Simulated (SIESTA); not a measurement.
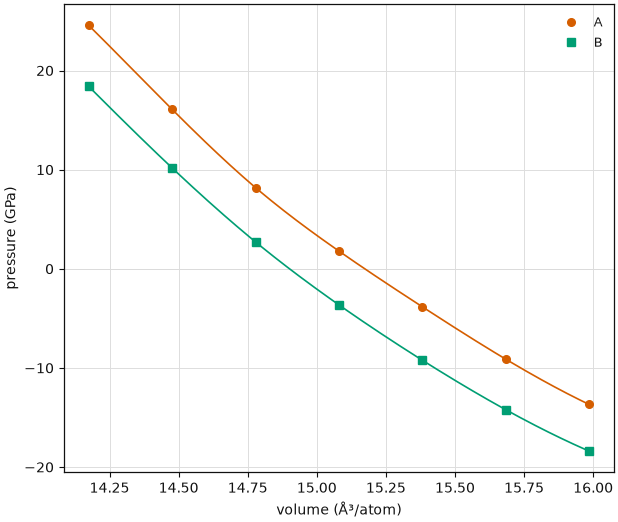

The picture above shows the pressure against volume, with one curve for each functional, for Pt (space group Fm-3m). The labels are replaced by letters. In alphabetical order the cases are: LDA; PBEsol.

Method: DFT in numerical atomic orbitals with pseudopotentials, no spin polarisation; energies at scaled volumes of the given cell, shape and fractions fixed, counted from the fit's minimum, third-order Birch-Murnaghan fit (SIESTA 5.4.2). All runs: no spin polarisation.

k mesh 12×12×12; occupations Fermi–Dirac; smearing width 0.05 eV; potentials PseudoDojo 0.4 standard, converted to PSML, two zetas on semicore shells.

Which letter stands for which functional?

A: PBEsol; B: LDA.

Caveats: mulliken charges of long orbitals; short basis over semicore shells; spin-orbit coupling left out, heavy elements.
